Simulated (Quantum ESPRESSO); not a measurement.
SiO$_{2}$: relaxation of cell and atoms

- system: SiO$_{2}$ (P3₂21, 9 atoms in the cell)
- method: Kohn-Sham DFT of a periodic cell, EV93, GBRV 1.5 PBE, no spin polarisation (Quantum ESPRESSO 7.5)

The structure derives from a Materials Project entry.

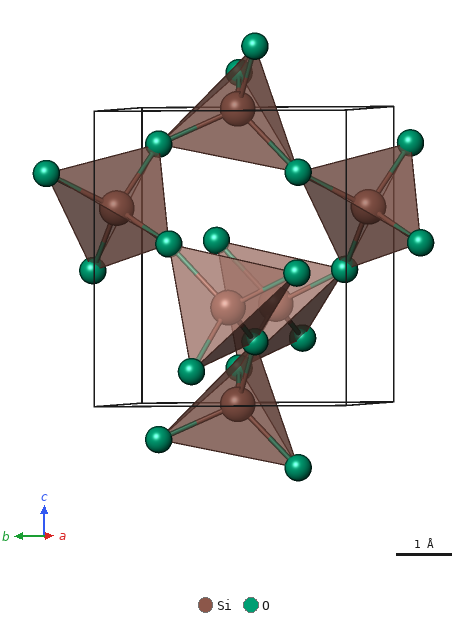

**Figure 1.** The structure as given in the input (polyhedral view of the cell of the calculation, seen at an oblique angle; polyhedra are completed across the faces of the cell). An atom can appear more than once, as a periodic image.

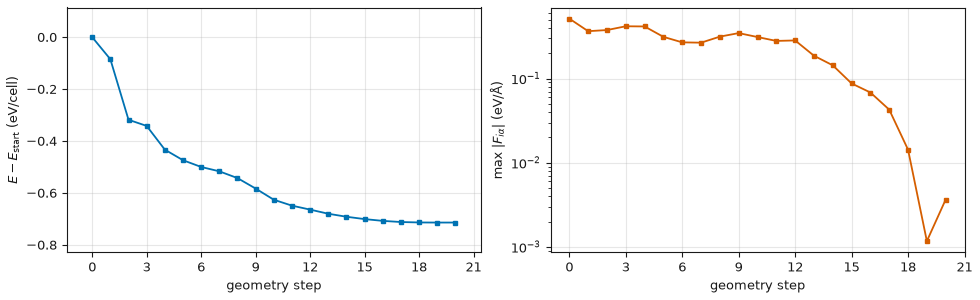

**Figure 2.** Progress of the relaxation, step by step (steps are counted from 0).

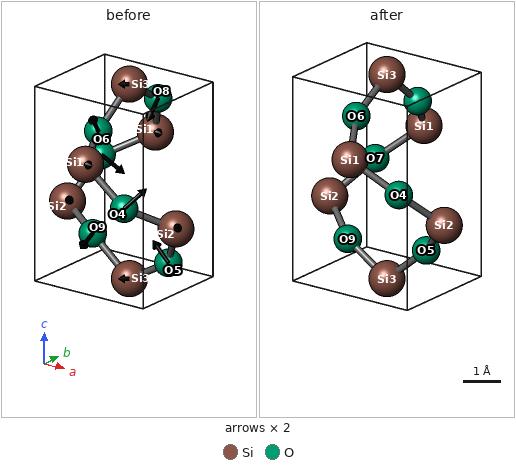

**Figure 3.** Before (left) and after (right) the relaxation, at one scale (ball-and-stick view of the cell of the calculation, seen slightly off an axis). The black arrows give the displacements (without the part carried along by the change of the cell), magnified 2 times. Over 20 geometry steps the energy falls by 0.714 eV per cell of the calculation. Largest force component: 0.51 eV/Å at the start, 0.0037 eV/Å at the end. The largest moves relative to the cell, 0.42 Å, are those of O4, O5, O6, O7, O8 and O9. By element the largest moves are O 0.42 Å, Si 0.16 Å. Cell: a = b 4.917 → 5.200 Å (+5.8 %), c 5.432 → 5.698 Å (+4.9 %). Volume +17.3 %. Among the contacts that change: Si1–O6 1.611 → 1.650 Å, Si1–O4 1.616 → 1.650 Å. Among the angles that change: Si1–O4–Si2 143.4° → 154.6°. The space group (tolerance 0.01 Å) goes from P3_221 (No. 154) to P6_222 (No. 180). (Atoms are counted from 1 in the order of the input.)

The input and output of the run follow.

**Input file**
```python
import numpy as np
from ase.calculators.espresso import Espresso, EspressoProfile
import spglib
from ase import Atoms
from ase.io import read

atoms = read('SiO2.cif')
cell, pos, num = spglib.standardize_cell((atoms.cell[:], atoms.get_scaled_positions(), atoms.numbers), to_primitive=True, symprec=1e-4)
atoms = Atoms(numbers=num, cell=cell, scaled_positions=pos, pbc=True)

input_data = {
    'control': {'calculation': 'scf', 'prefix': 'pwscf', 'outdir': './tmp', 'tprnfor': True, 'tstress': True, 'disk_io': 'low'},
    'system': {'ecutwfc': 45.0, 'ecutrho': 360.0, 'nbnd': 33, 'input_dft': 'ev93', 'occupations': 'smearing', 'smearing': 'fd', 'degauss': 0.00367493},
    'electrons': {'conv_thr': 1.8e-09, 'electron_maxstep': 120, 'mixing_beta': 0.5},
}
pseudopotentials = {'O': 'o_pbe_v1.2.uspp.F.UPF', 'Si': 'si_pbe_v1.uspp.F.UPF'}
profile = EspressoProfile(command='pw.x', pseudo_dir='pseudo')
dft = Espresso(profile=profile, input_data=input_data, pseudopotentials=pseudopotentials, kpts=(5, 5, 4), koffset=(0, 0, 0))
atoms.calc = dft

from ase.optimize import LBFGS
from ase.filters import FrechetCellFilter
done = LBFGS(FrechetCellFilter(atoms), trajectory='opt.traj').run(fmax=0.02, steps=30)
print('converged', done)
print('cell (A)', np.round(atoms.cell.cellpar(), 5))
print(f'energy {atoms.get_potential_energy():.8f} eV')
print('forces (eV/A)')
print(np.round(atoms.get_forces(), 6))
print('stress (eV/A^3, Voigt)')
print(np.round(atoms.get_stress(), 8))
print(f'Fermi level {dft.get_fermi_level():.4f} eV')
```

**File SiO2.cif**
```
data_SiO2
_cell_length_a 4.91655781
_cell_length_b 4.91655781
_cell_length_c 5.43162525
_cell_angle_alpha 90.00000000
_cell_angle_beta 90.00000000
_cell_angle_gamma 120.00000000
_space_group_name_H-M_alt 'P3_221'
_space_group_name_Hall 'P 32 2"'
_space_group_IT_number 154
loop_
_space_group_symop_operation_xyz
'x,y,z'
'-y,x-y,z+2/3'
'-x+y,-x,z+1/3'
'y,x,-z'
'x-y,-y,-z+1/3'
'-x,-x+y,-z+2/3'
loop_
_atom_site_label
_atom_site_type_symbol
_atom_site_symmetry_multiplicity
_atom_site_Wyckoff_symbol
_atom_site_fract_x
_atom_site_fract_y
_atom_site_fract_z
_atom_site_occupancy
Si1 Si 3 a 0.4687982300 0.0000000000 0.6666666667 1
O1 O 6 c 0.7314397900 0.1445383600 0.4521804000 1
```

Launched with:
```bash
OMP_NUM_THREADS=1 python run.py
```

**Log**
```
Step          Energy          fmax
LBFGS:    0    -3077.861033        1.275349
LBFGS:    1    -3077.946041        1.124540
LBFGS:    2    -3078.179224        0.381905
LBFGS:    3    -3078.202871        0.424295
LBFGS:    4    -3078.294258        0.426466
LBFGS:    5    -3078.334916        0.322484
LBFGS:    6    -3078.360938        0.277953
LBFGS:    7    -3078.377689        0.275739
LBFGS:    8    -3078.403771        0.325731
LBFGS:    9    -3078.444032        0.360079
LBFGS:   10    -3078.487135        0.325169
LBFGS:   11    -3078.509903        0.293495
LBFGS:   12    -3078.525187        0.297984
LBFGS:   13    -3078.541075        0.196495
LBFGS:   14    -3078.552674        0.151029
LBFGS:   15    -3078.561722        0.097477
LBFGS:   16    -3078.568556        0.072058
LBFGS:   17    -3078.573005        0.046460
LBFGS:   18    -3078.574702        0.022830
LBFGS:   19    -3078.575074        0.021306
LBFGS:   20    -3078.575020        0.009282
converged True
cell (A) [  5.19958   5.19958   5.6982   90.       90.      120.     ]
energy -3078.57501976 eV
forces (eV/A)
[[-3.652e-03  0.000e+00  0.000e+00]
 [ 1.826e-03 -3.163e-03  0.000e+00]
 [ 1.826e-03  3.163e-03 -0.000e+00]
 [-8.520e-04  4.110e-04  8.790e-04]
 [ 6.900e-05 -9.430e-04  8.790e-04]
 [ 7.820e-04  5.320e-04  8.790e-04]
 [ 7.820e-04 -5.320e-04 -8.790e-04]
 [-8.520e-04 -4.110e-04 -8.790e-04]
 [ 6.900e-05  9.430e-04 -8.790e-04]]
stress (eV/A^3, Voigt)
[-0.00061884 -0.00061884  0.00062618  0.         -0.          0.        ]
Fermi level 4.3795 eV
```

**Summary**

```json
{"quantity": "outcome", "value": "converged"}
{"quantity": "space group (tolerance 0.01 Å)", "value": "P3₂21 (154) → P6₂22 (180)"}
{"quantity": "electrons treated", "value": "48"}
{"quantity": "free energy", "value": "−3078.5753 eV"}
{"quantity": "gap on the k-point mesh", "value": "5.86 eV"}
{"quantity": "pressure", "value": "0.03 GPa"}
{"quantity": "final volume", "value": "133.41 Å³"}
{"quantity": "largest force (length of the vector) at the end", "value": "0.004 eV/Å"}
{"quantity": "final cell", "value": "a = 5.200 Å, b = 5.200 Å, c = 5.698 Å, α = 90.00°, β = 90.00°, γ = 120.00°"}
{"quantity": "hardware", "value": "1 thread of AMD EPYC (Zen 3), 24 GiB of memory available, shared host"}
{"quantity": "wall time", "value": "22 min"}
{"quantity": "peak memory", "value": "0.45 GiB"}
```

**Remarks**

Further notes kept with the run: potentials made for another functional; SCF correction compared to forces is large. Points of doubt noted for this run: potentials made for another functional.
